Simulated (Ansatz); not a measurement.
**Geometry relaxation of C (part 1 of 2)**

The run: geometry relaxation of C (R-3m, 2 atoms in the cell). Method and program: DFT PBE+D3(BJ), scalar-relativistic, plane waves, PAW, no spin polarisation (Ansatz 0.2.0).

The structure derives from an entry of the Crystallography Open Database. It belongs to a series of runs on one base structure; here: volume × 0.97, shape and atoms relaxed.

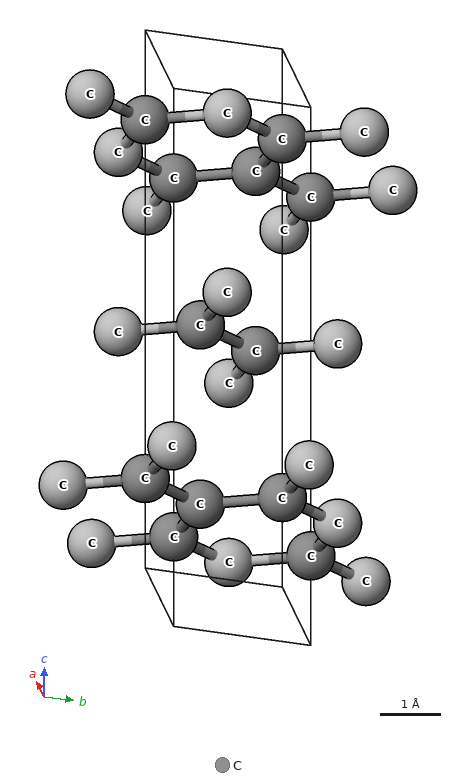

Figure 1. The input geometry (ball-and-stick view of the cell 3 times as large as that of the calculation, set on its symmetry axes, seen at an oblique angle; neighbours outside the cell are drawn fainter). Near neighbours in the crystal (not all of them lie inside the picture): C has 3 C at 1.41 Å.

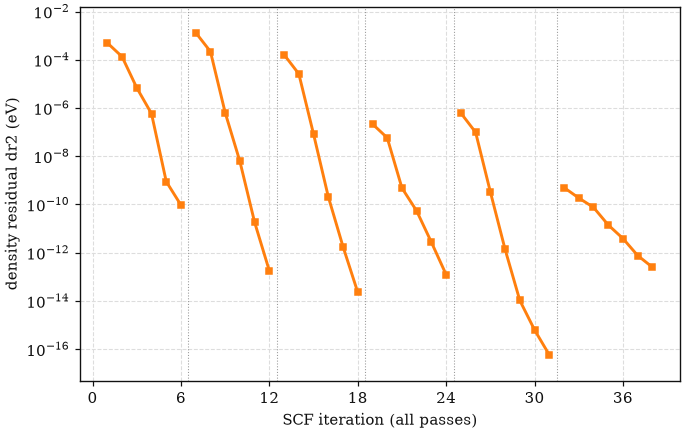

Figure 2. Convergence of the self-consistent field: density residual dr2 against the SCF iteration. The dotted lines part the SCF passes of the relaxation: geometry steps, rejected trials and re-solves on a re-selected basis. The 6 passes take 6 to 7 iterations each, 38 in all.

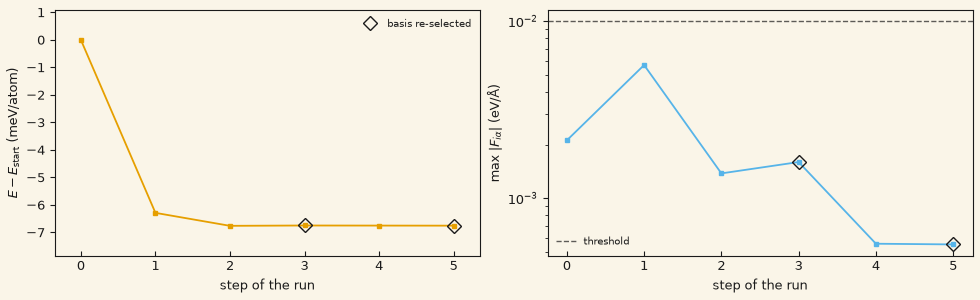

Figure 3. Progress of the relaxation, step by step (the first geometry is step 0 here and step 1 in the log).

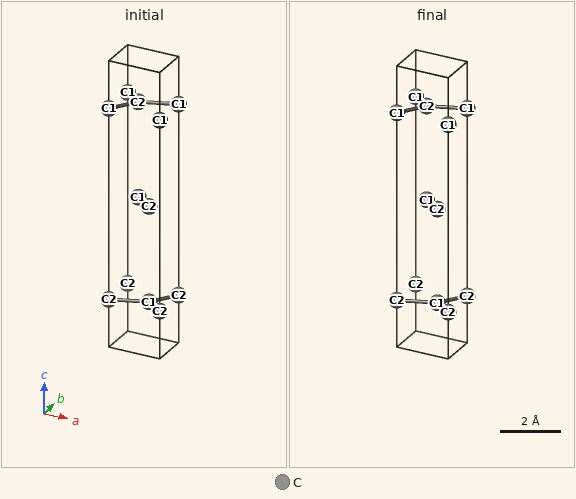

Figure 4. Before (left) and after (right) the relaxation, at one scale (ball-and-stick view of the cell 3 times as large as that of the calculation, set on its symmetry axes, seen slightly off an axis). No atom moves by more than 0.005 Å relative to the cell. The drawn cell changes at constant volume: a = b 2.440 → 2.463 Å (+0.9 %), c 9.944 → 9.763 Å (−1.8 %). Distances before and after: C1–C2 1.409 → 1.422 Å. The space group stays R-3m (No. 166). After 3 geometry steps the energy has fallen by 6.8 meV per atom. Largest force component: 0.0021 eV/Å at the start, 0.00055 eV/Å at the end. Pressure: 9.59 GPa at the start and 1.24 GPa at the end. 1 further SCF at an unchanged geometry re-selected the plane-wave basis for the new cell. The energy change given includes the shifts at the re-selections in mid-walk, which come without any move. A last SCF at the same geometry on a re-selected plane-wave basis shifts the energy by next to nothing (0.0 meV per atom). (Atoms are counted from 1 in the order of the input.)

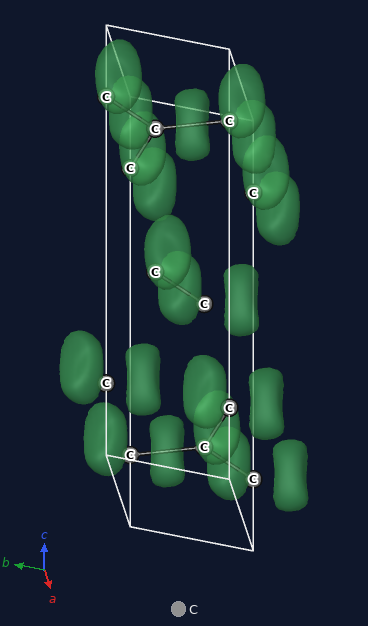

Figure 5. Isosurface of the electron localisation function at 0.75 (green), seen at an oblique angle. Only the valence region is drawn (cores and ρ < 0.01 e/Å³ removed). Sticks mark near contacts. The outline is the cell set on symmetry axes. Along the contacts the grid gives the following. C–C (1.42 Å): the ELF peaks at about 0.95 between the atoms, which marks a covalent bond. The fields are those of the smooth PAW valence density.

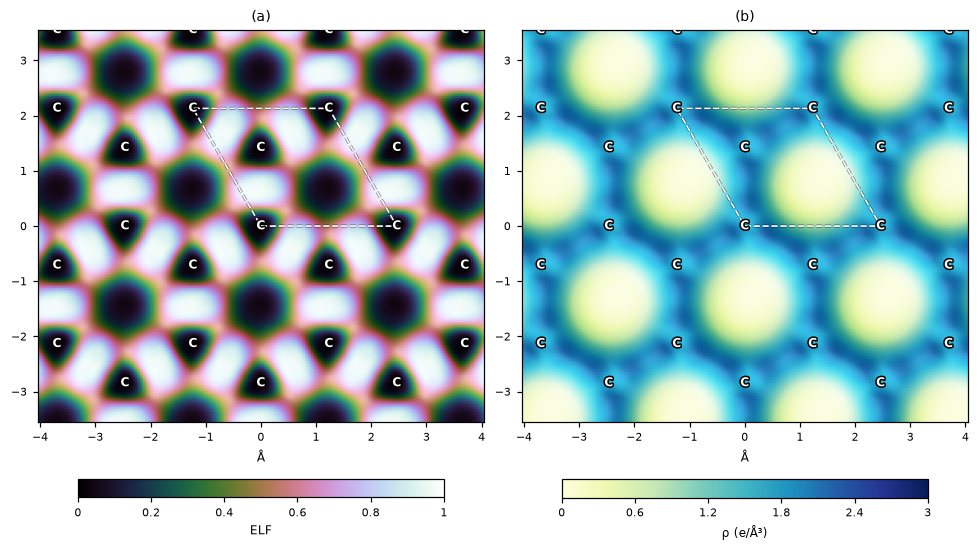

Figure 6. (a) ELF; (b) valence electron density on the (001) plane of the conventional cell. The section cuts through C sites. Away from the nuclei the density in this plane falls to 0.15 e/Å³ at its lowest.

The input and output of the run follow.

Input file
```yaml
crystal:
  lattice:
    - [1.2200741563, 0.7044101426, 3.3147251759]
    - [-1.2200741563, 0.7044101426, 3.3147251759]
    - [0.0, -1.4088202852, 3.3147251759]
  atoms:
    - { symbol: C, position: [0.8334134691, 0.8334134691, 0.8334134691] }
    - { symbol: C, position: [0.1665865309, 0.1665865309, 0.1665865309] }
basis:
  ecutwfc: 420
kpoints:
  mp_grid: { grid: [12, 12, 12] }
hamiltonian:
  xc: pbe
  dispersion: d3bj
scf:
  occupations: { method: gaussian, width: 0.02 }
output:
  forces: true
  stress: true
  eigenvalues: true
  write_density: true
  write_potential: true
  elf: true
  volumetric_format: npy
relax:
  adjacent_minimum: "off"
  f_tol: 0.01
  max_steps: 30
  cell: { stress_tol: 0.1, fix: [volume] }
```

Command:
```bash
ansatz run input.yaml --threads 1 --pin off --max-ram 2560MiB --backend cpu --events-out ev --progress --plain --runs-dir out
```

Log
```
basis.fft_grid_basis auto: the FFT boxes are laid along the combinations [[1, -1, 0], [0, 1, 0], [0, -1, 1]] of the cell's own vectors, 2.440, 3.602 and 2.440 Å long. The dense box has 18×25×18 points. Along the cell's own vectors, as sized, it would have 25×25×25, 1.93 times as many. Of the 12 symmetry operations that the crystal satisfies within crystal.symmetry.tolerance (time reversal apart; of a slab, those that keep its plane) the dense box along the cell's own vectors carries 12, and the one as laid loses 8 of those. basis.fft_grid_basis: typed keeps the cell's own vectors: state it where this run's energies or levels are differenced outside the engine with another run's, or held beside a run that keeps those vectors. Those combinations have planes normal to reciprocal vector 3, as the cell's own vectors have. Each planar average written beside output.write_density, output.write_potential has a row for each plane of the box: 18. The volumetric files lie along those combinations, not along the cell's own vectors: a cube or XSF file states them, and fields.json those of NumPy files.
Engine: ansatz 0.2.0, x86_64-unknown-linux-gnu
Pseudopotentials: kind: paw
Pseudopotential: C, paw, valence charge 4, recommended cutoff 420 eV (normal), C.paw.azcp
Functional definition: PBE
  parameter kappa = 0.804
  parameter beta = 0.06672455060314922
  exchange = pbe_x(kappa = kappa, mu = beta*pi^2/3)
  correlation = pbe_c(beta = beta)
Crystal: 2 atoms, lattice volume = 17.093 Å³
Basis set: ecut = 420 eV, 323 PW (Γ), FFT grids on a1−a2, a2, −a2+a3, exchange–correlation on 36×50×36 points (8 copies of the dense FFT grid, shifted against one another)
Bands: 8, of which v1, the nominal top of the filled ones, is band 4 counted from 1 (3 counted from 0)
Symmetry: 12 space group operations
Space group: R-3m (ITA 166), of the structure as read, at distance tolerance 2.6e-5 Å
k-points: 189 of 1728
Non-local potential: C, projectors of the file, l = 0: 2, l = 1: 2, l = 2: 1
PAW form: soft (Blöchl's): semilocal exchange-correlation on the pseudo side does not see the compensation charge
PAW one-centre angular grid: C, 110 points (default); XC on 64 Gauss nodes
Initial density: superposition of atomic densities (neutral atoms: chi_scale 0, normalization atom), corrected by the library's trained network
Initial wavefunctions: pseudopotential atomic-orbital guess
Functional: x = pbe(κ = 0.804, μ = 0.2195149727645171), c = pbe(β = 0.06672455060314922)
SCF iter   1: F=—  HF=-502.153215 eV  |F-HF|=—  |Δ(HF+E_count)|=         —  Δρ=2.14e-3  dr2=5.01e-4  ethr=1.77e-3  ⟨swp⟩=5.0  Hψ=10225  notcnv=0
preconditioner: auto → none  [insulator: Δε(μ)=0.690 eV  Ē_g=18.753 eV  σ=0.020 eV  W_gap=1.00  n_scr=2 (ndim 8)  ℏωp=25.4 eV  f_vac=0.000  D(μ)=0.00/eV (n_scr^D=0)  ε∞_Penn≈2.8]
SCF iter   2: F=—  HF=-502.153844 eV  |F-HF|=—  |Δ(HF+E_count)|=   6.29e-4  Δρ=1.10e-3  dr2=1.34e-4  ethr=6.27e-6  ⟨swp⟩=2.7  Hψ=4390  notcnv=0
SCF iter   3: F=—  HF=-502.153971 eV  |F-HF|=—  |Δ(HF+E_count)|=   1.27e-4  Δρ=2.41e-4  dr2=6.86e-6  ethr=1.68e-6  ⟨swp⟩=2.0  Hψ=2836  notcnv=0
SCF iter   4: F=—  HF=-502.153978 eV  |F-HF|=—  |Δ(HF+E_count)|=   6.15e-6  Δρ=8.84e-5  dr2=5.83e-7  ethr=8.57e-8  ⟨swp⟩=2.1  Hψ=2166  notcnv=0
iter 5 did not close the SCF: its close was put off for the readings that it lacked (scf_convergence_deferred on its scf_iter line)
SCF iter   5: F=-502.153978 eV  HF=-502.153978 eV  |F-HF|=1.60e-9  |Δ(HF+E_count)|=   2.45e-7  Δρ=3.35e-6  dr2=8.93e-10  ethr=7.29e-9  ⟨swp⟩=2.2  Hψ=2152  notcnv=0
SCF iter   6: F=-502.153978 eV  HF=-502.153978 eV  |F-HF|=9.09e-13  |Δ(HF+E_count)|=   1.83e-9  Δρ=1.18e-6  dr2=9.42e-11  ethr=1.12e-11  ⟨swp⟩=5.3  Hψ=7303  notcnv=0
SCF 1 converged in 6 iterations: F = -502.153978 eV  dr2 = 9.42e-11
  greatest PAW one-centre occupation: 0.679 electrons in one spin orbital (limit 2), on the C atom at site 1 (counted from 0), in its partial waves of l = 0
relax step   1: F+E_penalty+E_count = -502.15397779 eV  Δ(F+E_penalty+E_count) = +0.000e0 eV  max|allowed force component| = 2.125e-3 eV/Å  Δτ_max = 0.0000 Å  P = +9.591 GPa  Ω = 17.093 Å³  fix = [volume]  reactions: volume +9.591 GPa  (6 SCF iters, dr2 threshold 1.00e-7 eV, accepted)
Basis set: ecut = 420 eV, 311 PW (Γ), FFT grids on a1−a2, a2, −a2+a3, exchange–correlation on 36×50×36 points (8 copies of the dense FFT grid, shifted against one another)
Initial density: handed on by an earlier stage of this run
Initial wavefunctions: those handed on with the density
iter 1 solved again at ethr=1.68e-5 eV; its pass at ethr=3.10e-3 eV (dr2=1.34e-3 eV) is discarded
SCF iter   1: F=—  HF=-502.166899 eV  |F-HF|=—  |Δ(HF+E_count)|=         —  Δρ=3.51e-3  dr2=1.33e-3  ethr=1.68e-5  ⟨swp⟩=1.7  Hψ=14095  notcnv=0
preconditioner: auto → none  [insulator: Δε(μ)=0.755 eV  Ē_g=18.571 eV  σ=0.020 eV  W_gap=1.00  n_scr=2 (ndim 8)  ℏωp=25.4 eV  f_vac=0.000  D(μ)=0.00/eV (n_scr^D=0)  ε∞_Penn≈2.9]
SCF iter   2: F=—  HF=-502.166576 eV  |F-HF|=—  |Δ(HF+E_count)|=   3.23e-4  Δρ=1.53e-3  dr2=2.19e-4  ethr=1.67e-5  ⟨swp⟩=2.4  Hψ=2417  notcnv=0
SCF iter   3: F=—  HF=-502.166544 eV  |F-HF|=—  |Δ(HF+E_count)|=   3.23e-5  Δρ=1.19e-4  dr2=6.41e-7  ethr=2.74e-6  ⟨swp⟩=2.6  Hψ=2280  notcnv=0
SCF iter   4: F=—  HF=-502.166555 eV  |F-HF|=—  |Δ(HF+E_count)|=   1.09e-5  Δρ=8.40e-6  dr2=6.08e-9  ethr=8.01e-9  ⟨swp⟩=2.1  Hψ=2230  notcnv=0
iter 5 did not close the SCF: its close was put off for the readings that it lacked (scf_convergence_deferred on its scf_iter line)
SCF iter   5: F=-502.166555 eV  HF=-502.166555 eV  |F-HF|=1.73e-11  |Δ(HF+E_count)|=   1.72e-9  Δρ=5.17e-7  dr2=1.82e-11  ethr=7.60e-11  ⟨swp⟩=2.6  Hψ=2304  notcnv=0
SCF iter   6: F=-502.166555 eV  HF=-502.166555 eV  |F-HF|=2.84e-13  |Δ(HF+E_count)|=  1.92e-11  Δρ=5.92e-8  dr2=1.76e-13  ethr=1.00e-12  ⟨swp⟩=4.3  Hψ=6423  notcnv=0
SCF 2 converged in 6 iterations: F = -502.166555 eV  dr2 = 1.76e-13
  greatest PAW one-centre occupation: 0.675 electrons in one spin orbital (limit 2), on the C atom at site 1 (counted from 0), in its partial waves of l = 0
relax step   2: F+E_penalty+E_count = -502.16655469 eV  Δ(F+E_penalty+E_count) = -1.258e-2 eV  max|allowed force component| = 5.660e-3 eV/Å  Δτ_max = 0.0000 Å  P = +3.448 GPa  Ω = 17.093 Å³  energy of the carried Pulay correction = +1.678e-4 eV  fix = [volume]  reactions: volume +3.448 GPa  (6 SCF iters, dr2 threshold 2.00e-7 eV, accepted)
iter 1 solved again at ethr=1.58e-6 eV; its pass at ethr=3.10e-3 eV (dr2=1.26e-4 eV) is discarded
SCF iter   1: F=—  HF=-502.167533 eV  |F-HF|=—  |Δ(HF+E_count)|=         —  Δρ=1.22e-3  dr2=1.62e-4  ethr=1.58e-6  ⟨swp⟩=2.1  Hψ=14087  notcnv=0
preconditioner: auto → none  [insulator: Δε(μ)=0.775 eV  Ē_g=18.534 eV  σ=0.020 eV  W_gap=1.00  n_scr=2 (ndim 8)  ℏωp=25.4 eV  f_vac=0.000  D(μ)=0.00/eV (n_scr^D=0)  ε∞_Penn≈2.9]
SCF iter   2: F=—  HF=-502.167501 eV  |F-HF|=—  |Δ(HF+E_count)|=   3.13e-5  Δρ=5.23e-4  dr2=2.59e-5  ethr=1.58e-6  ⟨swp⟩=2.1  Hψ=2154  notcnv=0
iter 3 did not close the SCF: its close was put off for the readings that it lacked (scf_convergence_deferred on its scf_iter line)
SCF iter   3: F=-502.167498 eV  HF=-502.167497 eV  |F-HF|=1.15e-7  |Δ(HF+E_count)|=   3.90e-6  Δρ=4.35e-5  dr2=8.19e-8  ethr=3.24e-7  ⟨swp⟩=2.4  Hψ=2272  notcnv=0
iter 4 did not close the SCF: its close was put off for the readings that it lacked (scf_convergence_deferred on its scf_iter line)
SCF iter   4: F=-502.167498 eV  HF=-502.167498 eV  |F-HF|=1.39e-10  |Δ(HF+E_count)|=   1.16e-7  Δρ=1.51e-6  dr2=2.09e-10  ethr=1.02e-9  ⟨swp⟩=2.3  Hψ=2211  notcnv=0
iter 5 did not close the SCF: its close was put off for the readings that it lacked (scf_convergence_deferred on its scf_iter line)
SCF iter   5: F=-502.167498 eV  HF=-502.167498 eV  |F-HF|=2.39e-12  |Δ(HF+E_count)|=  2.28e-10  Δρ=1.93e-7  dr2=1.78e-12  ethr=2.61e-12  ⟨swp⟩=2.3  Hψ=2286  notcnv=0
SCF iter   6: F=-502.167498 eV  HF=-502.167498 eV  |F-HF|=5.68e-14  |Δ(HF+E_count)|=  2.39e-12  Δρ=1.98e-8  dr2=2.29e-14  ethr=1.00e-12  ⟨swp⟩=4.0  Hψ=5813  notcnv=0
SCF 3 converged in 6 iterations: F = -502.167498 eV  dr2 = 2.29e-14
  greatest PAW one-centre occupation: 0.673 electrons in one spin orbital (limit 2), on the C atom at site 1 (counted from 0), in its partial waves of l = 0
```
